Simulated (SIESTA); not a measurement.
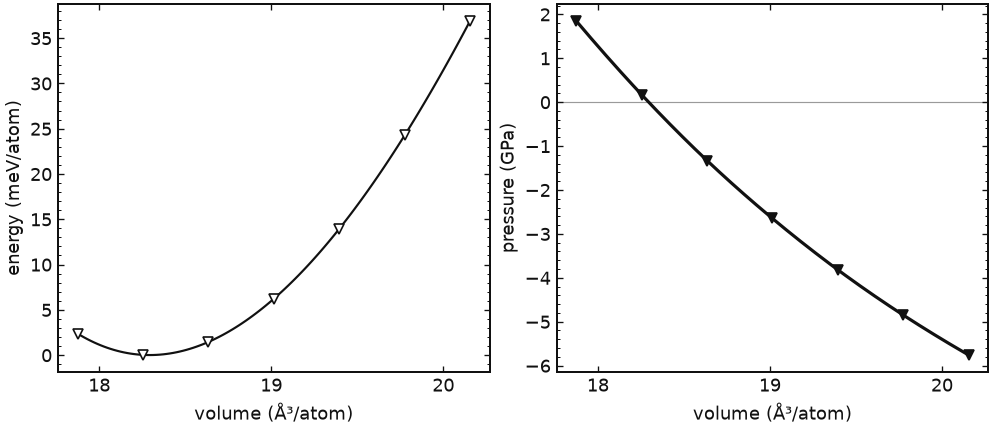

Plotted: energy and pressure against volume for Ge, space group Imma (No. 74).

Starting cell:
```cif
data_structure
_symmetry_space_group_name_H-M 'P 1'
_symmetry_Int_Tables_number 1
_cell_length_a 3.9143
_cell_length_b 3.9143
_cell_length_c 3.9143
_cell_angle_alpha 100.767
_cell_angle_beta 94.744
_cell_angle_gamma 136.925
_cell_volume 38.03
loop_
_atom_site_label
_atom_site_type_symbol
_atom_site_fract_x
_atom_site_fract_y
_atom_site_fract_z
_atom_site_occupancy
Ge1 Ge 0.31406 0.06406 0.25000 1
Ge2 Ge 0.68594 0.93594 0.75000 1
```

Computed with SIESTA 5.4.2: DFT in numerical atomic orbitals with pseudopotentials, no spin polarisation; energies at scaled volumes of the given cell, shape and fractions fixed, counted from the fit's minimum, third-order Birch-Murnaghan fit. Level: LDA.

k mesh 11×11×11; occupations Fermi–Dirac; smearing width 0.05 eV; potentials PseudoDojo 0.4 standard, converted to PSML, two zetas on semicore shells; program settings basis DZP, mesh cutoff 800 Ry.

Question: What equilibrium volume and bulk modulus follow from the curve?

Answer: A third-order Birch–Murnaghan fit gives V0 = 18.29 Å³/atom, B0 = 75.5 GPa and B′ = 4.9.

Question: Read off the course of the pressure.

Answer: It falls from 1.85 GPa at volume 17.87 Å³/atom to −5.76 GPa at 20.16 Å³/atom, and changes sign near 18.30 Å³/atom.

Limits of the calculation: mulliken charges of long orbitals; shape and atomic fractions are frozen while scaling, which makes layered, chain and framework solids too stiff.
